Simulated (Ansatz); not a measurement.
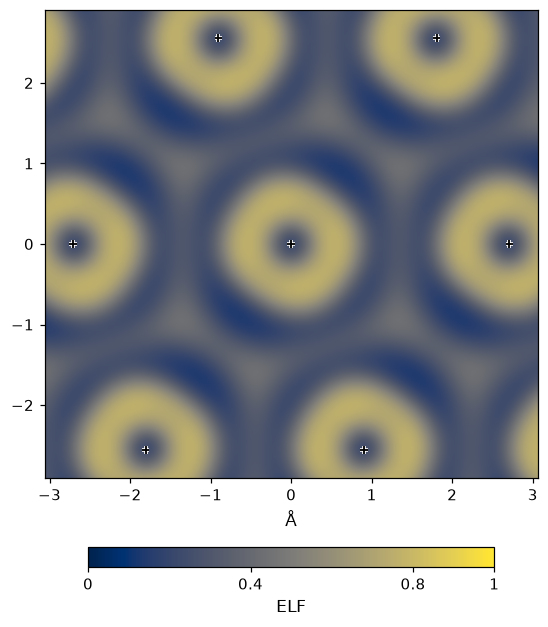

The ELF on a plane through atoms (crosses mark nuclei in the plane).

Level of theory: DFT PBEsol, scalar-relativistic, plane waves, PAW (Ansatz).

Candidates:
A. Au, a = 4.80 Å, b = 4.80 Å, c = 2.73 Å, α = 90.00°, β = 90.00°, γ = 120.00°. Space group R-3m; a structure from a database of computed crystals, not necessarily the ambient phase; computed pressure about −8 GPa in this cell; computed without spin polarisation.
B. Mo, a = 5.42 Å, b = 5.42 Å, c = 5.42 Å, α = 109.47°, β = 109.47°, γ = 109.47°. Space group Im-3m; computed without spin polarisation.

Which system is this?

Answer. Candidate B: Mo on the (001) plane of the calculation cell, which holds Mo. Mo–Mo (2.71 Å): the ELF is about 0.30 at the midpoint; no localised pair shows between them.
